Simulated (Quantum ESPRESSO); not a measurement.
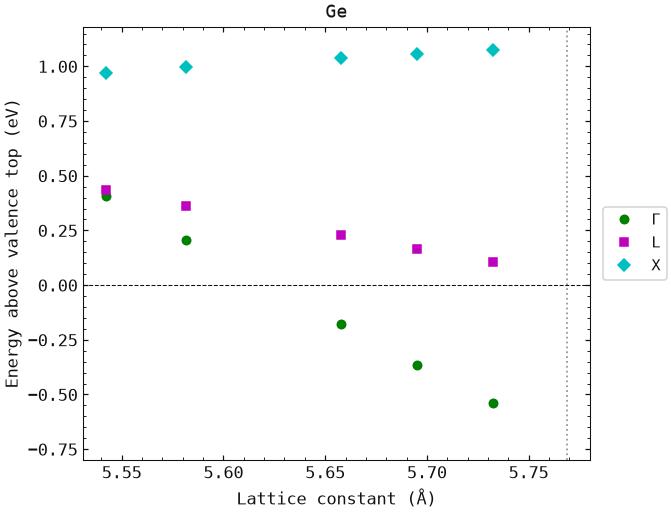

Lowest conduction level at each named k point, counted from the valence-band top at Γ. A negative value at Γ means that the s-like level, then filled, lies under the p-like triplet: the bands are inverted and there is no gap. One run is left out (dotted line).

System: diamond-type Ge, space group Fd-3m (No. 227), 2 atoms in the primitive cell. The cell is scaled uniformly. Quantum ESPRESSO 7.5; r2SCAN, SG15 PBE 1.2, no spin polarisation, no spin-orbit coupling, 6×6×6 k mesh, 952 eV cutoff, Fermi-Dirac smearing of 0.05 eV.

```csv
cell,Γ (eV),L (eV),X (eV)
a = 5.542 Å,0.41,0.43,0.97
a = 5.581 Å,0.20,0.36,0.99
a = 5.658 Å,−0.18,0.23,1.04
a = 5.695 Å,−0.36,0.17,1.06
a = 5.732 Å,−0.54,0.11,1.08
```

**What does the missing run, at a = 5.769 Å, give?**

Fits through the other points against the logarithm of the volume give −0.72 eV at Γ, 0.04 eV at L and 1.10 eV at X (straight lines). The run itself gives −0.71, 0.05 and 1.09 eV, within 0.01 eV of the estimates.

**Where does the gap at Γ close?**

The gap at Γ closes near a = 5.622 Å, by interpolation; on the side of negative values the bands are inverted.

**What are the deformation potentials dE/d ln V?**

Straight lines against ln V have slopes of −9.3 eV at Γ, −3.2 eV at L and +1.0 eV at X.

The potentials were made for another functional. Spin-orbit coupling is left out, which matters for Ge. Measured Ge has an indirect gap, with the conduction bottom at L. The k mesh is coarse. LDA, GGA and most meta-GGA functionals understate gaps. Measured Ge has a positive gap at its own volume; this functional understates it.
